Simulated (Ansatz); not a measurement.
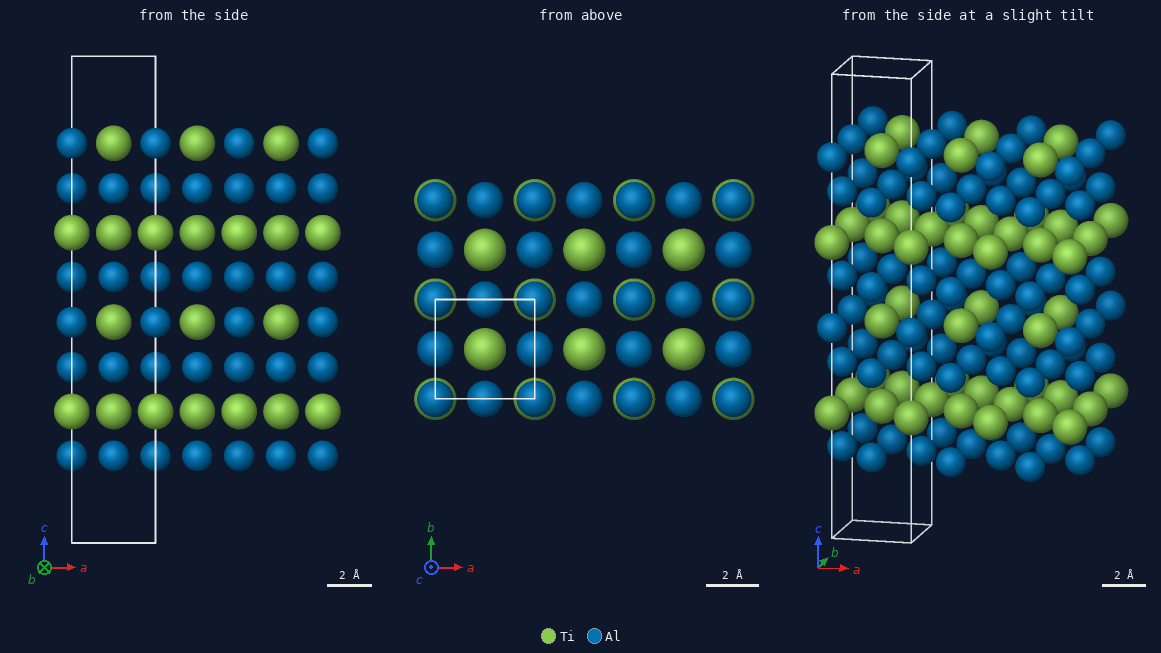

A spheres-only picture of a periodic slab, seen from the side, from above and from the side at a slight tilt. The surface normal points up in side views; the box is the simulation cell. 3×2 cells are drawn in the plane, with atoms at the edges repeated.

The cell holds 6 Ti, 10 Al.

> With which atoms do the two faces end?

The top face ends in Al and Ti, the bottom face in Al. The faces differ, so the slab can carry a dipole.

> What height do the atoms span?

About 15 Å from the lowest to the highest atom, with about 8 Å of vacuum to the next image.

> State the number of planes and their content from above.

Eight planes: TiAl / Al / Ti / Al / TiAl / Al / Ti / Al.

Provenance: a structure listed in the Materials Project. The cell was then strained or its atoms displaced on purpose. It went into a calculation with Ansatz.

At this level of theory the run's own cell isn't at rest (forces up to 0.9 eV/Å), so its distances can differ from those at equilibrium, the more so the softer the solid.
